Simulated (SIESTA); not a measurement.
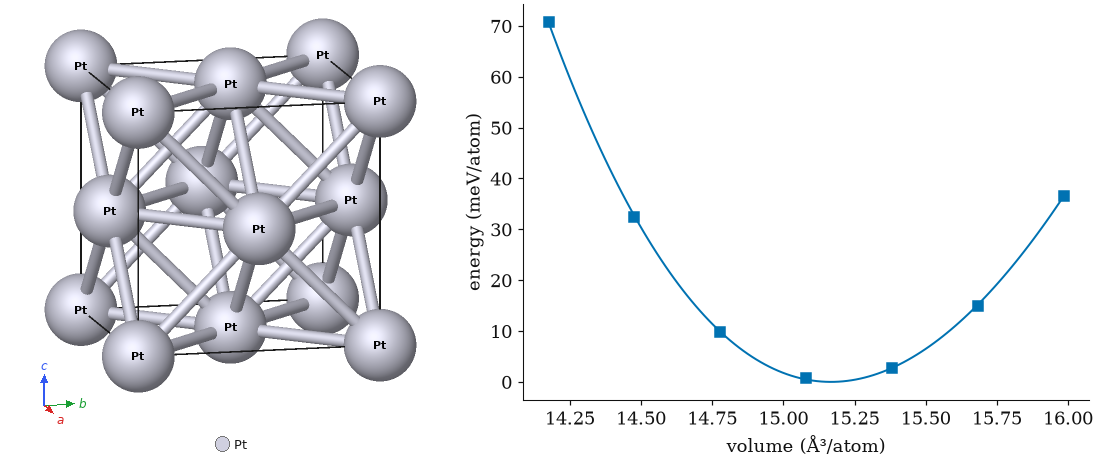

Plotted: energy against volume for Pt, space group Fm-3m (No. 225). The conventional cell is drawn beside the plot.

The given structure:
```yaml
crystal:
  lattice:
    - [0.00000, 1.96090, 1.96090]
    - [1.96090, 0.00000, 1.96090]
    - [1.96090, 1.96090, 0.00000]
  atoms:
    - { symbol: Pt, position: [0.00000, 0.00000, 0.00000] }
```

Method: DFT in numerical atomic orbitals with pseudopotentials, no spin polarisation; energies at scaled volumes of the given cell, shape and fractions fixed, counted from the fit's minimum, third-order Birch-Murnaghan fit (SIESTA 5.4.2). Level: PBEsol.

| setting | value |
| --- | --- |
| k mesh | 12×12×12 |
| occupations | Fermi–Dirac |
| smearing width | 0.05 eV |
| potentials | PseudoDojo 0.4 standard, converted to PSML, two zetas on semicore shells |
| program settings | basis DZP, mesh cutoff 800 Ry |

This calculation gives: equilibrium volume 15.17 Å³/atom and bulk modulus 299 GPa.

Now the level changes from PBEsol to LDA. How do these quantities change?

The equilibrium volume falls from 15.17 to 14.90 Å³/atom (−1.8 %) and the bulk modulus rises from 299 to 321 GPa (+7.4 %).

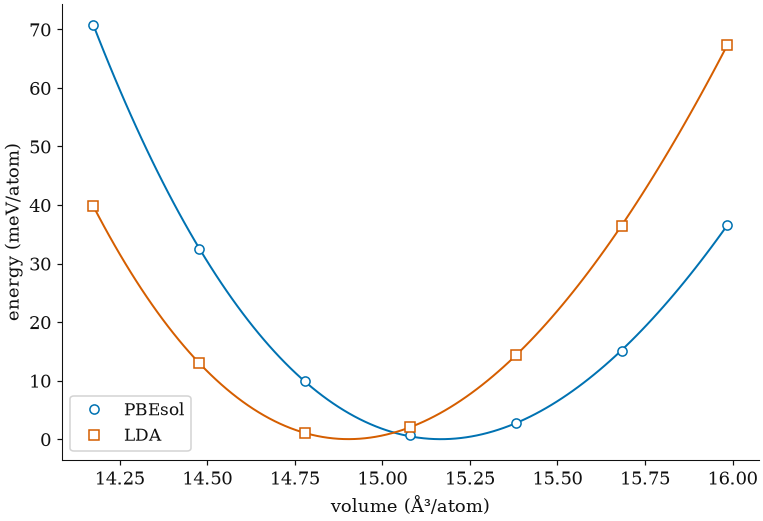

The two results together.

For both, limits of the calculation: mulliken charges of long orbitals; short basis over semicore shells; spin-orbit coupling left out, heavy elements.

V0 and the bulk modulus come from third-order Birch–Murnaghan fits.
